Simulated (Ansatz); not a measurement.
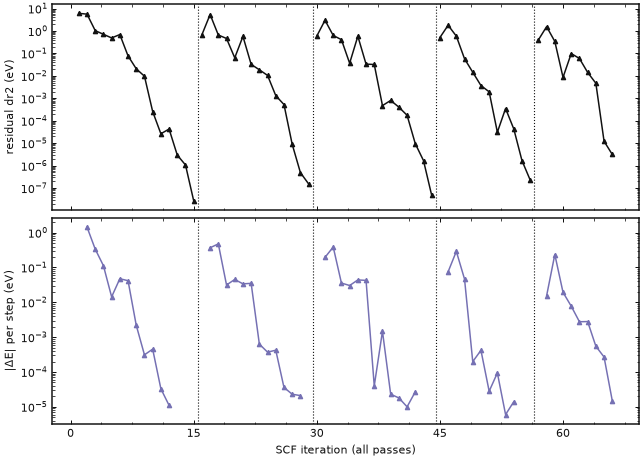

The plot shows the SCF iterations of a calculation: density residual dr2, step-to-step change of the Harris–Foulkes energy. Each stretch between dotted lines is the SCF of one geometry step of a relaxation. Energy differences below 3 × 10⁻⁶ eV aren't drawn. The starting density is a sum of atomic densities corrected by a trained network.

SnS$_{2}$ (3 atoms in the cell), run with Ansatz.

```
crystal:
  lattice:
    - [6.79980207, 0.0, 0.0]
    - [-3.39990104, 5.88880133, 0.0]
    - [0.0, 0.0, 10.38215519]
  atoms:
    - { symbol: Sn, position: [0.0, 0.0, 0.0] }
    - { symbol: S, position: [0.6666666667, 0.3333333333, 0.2639] }
    - { symbol: S, position: [0.3333333333, 0.6666666667, 0.7361] }
basis:
  ecutwfc: 500
kpoints:
  mp_grid: { grid: [12, 12, 6] }
hamiltonian:
  xc: r2scan
scf:
  occupations: { method: gaussian, width: 0.02 }
  max_iter: 100
output:
  forces: true
  eigenvalues: true
  stress: true
relax:
  adjacent_minimum: "off"
  f_tol: 0.005
  max_steps: 80
  cell: { stress_tol: 0.05 }
```

Run as:
```bash
ansatz run input.yaml --threads 2 --pin off --max-ram 5120MiB --backend cpu --events-out ev --progress --plain --runs-dir out
```

Question: How did this run end?

Answer: It did not finish: the time limit cut it off after 66 iterations in all. There are 5 passes, of 15, 14, 15, 12 and 10 iterations. In pass 5, the residual is still falling at the last step (down to 3 × 10⁻⁶).

Question: Why did it fail, and what helps?

Answer: The input holds a fault, a lattice typed in bohr: crystal.lattice set to [[6.79980207, 0.0, 0.0], [-3.39990104, 5.88880133, 0.0], [0.0, 0.0, 10.38215519]]. The plot doesn't show it to be the cause; the time allowed was short.
